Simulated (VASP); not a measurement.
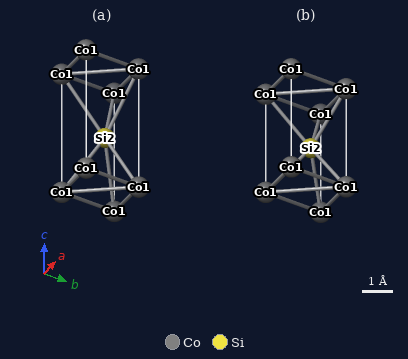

The structure of a crystal of CoSi (a generated structure, set up in P-6m2) before (left) and after (right) a relaxation, at one scale.

Style: ball-and-stick. Shown: the cell of the calculation, from a free direction.

The run lets cell and atoms move.

Computed with Kohn-Sham DFT of a periodic cell, PBE, VASP PAW PBE potentials, recommended in VASP.

Input
```
ALGO = Fast ; EDIFF = 1E-4
EDIFFG = -0.08 ; ENCUT = 520
GGA = PE ; IBRION = 2
ISIF = 3 ; ISMEAR = 0
ISPIN = 2 ; LASPH = True
LCHARG = False ; LMAXMIX = 4
LORBIT = 11 ; LREAL = False
LWAVE = False ; MAGMOM = 2 0
NELM = 60 ; NSW = 24
PREC = Normal ; SIGMA = 0.15
```

Launched with:
```bash
cat potpaw_PBE.64/Co/POTCAR potpaw_PBE.64/Si/POTCAR > POTCAR
mpirun -np 1 vasp_std > vasp.out
```

What changed between the two?

Over 6 geometry steps the energy falls by 314 meV per atom. All forces vanish by symmetry, so only the cell relaxes. Pressure: −16.20 GPa at the start and 0.78 GPa at the end. No atom moves by more than 0.005 Å relative to the cell. The volume changes by −9.2 %, with a = b 2.631 → 2.752 Å (+4.6 %), c 4.181 → 3.470 Å (−17.0 %). Among the contacts that change: Co1–Si2 2.584 → 2.353 Å, Co1–Co1 2.631 → 2.752 Å. Among the angles between lasting bonds that change: Co1–Si2–Co1 108.0° → 95.0°, Co1–Si2–Co1 61.2° → 71.6°, Co1–Si2–Co1 145.8° → 140.5°. The space group stays P-6m2 (No. 187).
